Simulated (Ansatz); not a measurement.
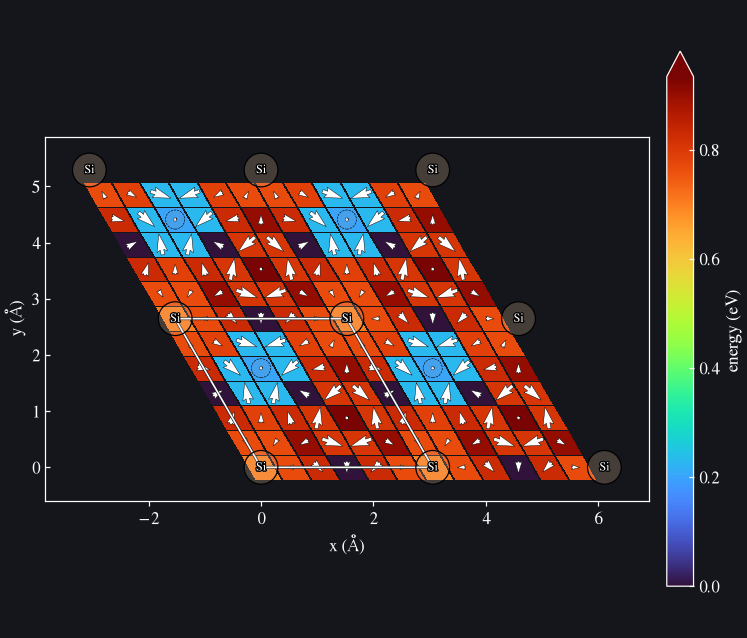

Energy landscape of C on a SiC(001) slab cut from the P6_3mc phase, its upper half relaxed before the scan (8 atoms of substrate and one adsorbate in a 1 × 1 cell). C is moved over the surface cell; relaxed at each place: the height of the adsorbate's atoms; substrate rigid; the origin of the map has the adsorbate above Si8. Places are given modulo a cell vector. The map is drawn in real space over the plane of the surface. The grid has 6 × 6 points; 10 points were computed and 26 follow by symmetry. Energies: eV, counted from the lowest grid point. Energies and slopes of some neighbouring points disagree (a jump in structure or state, or too coarse a mesh). The magnetic moment jumps between some neighbouring points. With one adsorbate in each 1 × 1 cell, its nearest image is 3.1 Å away, so neighbouring adsorbates interact. Theory: DFT LDA, scalar-relativistic, plane waves, PAW (Ansatz). Settings: cutoff 420 eV, k-mesh 9×9×1, gaussian smearing 0.05 eV, spin-polarised.

Drawn: one coloured cell a grid point, arrows along the force (downhill), their lengths compressed, labelled circles for the atoms of the top layer and small ones for the second layer, the outline of one cell of the 2 × 2 shown, one colour for all values above the top of the scale. 

Summarise what can be read from the map.

The lowest grid point is at a bridge site between two Si atoms, (0/6, 3/6) of the cell vectors. The same energy is found at a bridge site between two Si atoms, (3/6, 0/6) of the cell vectors; a bridge site between two Si atoms, (3/6, 3/6) of the cell vectors. The highest grid point, a threefold hollow, (4/6, 2/6) of the cell vectors, lies 0.93 eV above the lowest. At the lowest point the adsorbate has 1 C at 1.73 Å as nearest neighbours, at the highest 3 Si at 2.07 Å. Its relaxed height above the top atom is 0.92 Å at the lowest and 1.08 Å at the highest point.

Grid values (eV):

```tsv
second ↓, first →	0/6	1/6	2/6	3/6	4/6	5/6
5/6	0.77	0.79	0.23	0.23	0.79	0.77
4/6	0.83	0.23	0.20	0.23	0.83	0.90
3/6	0.00	0.23	0.23	0.00	0.81	0.81
2/6	0.83	0.79	0.83	0.81	0.93	0.81
1/6	0.77	0.77	0.90	0.81	0.81	0.90
0/6	0.70	0.77	0.83	0.00	0.83	0.77
```

Time for the 10 points that were run: 41 min on 1 thread of AMD EPYC 7R43 64-Core Processor (Zen 3), on a shared host.

PAW datasets: the set soft_1.
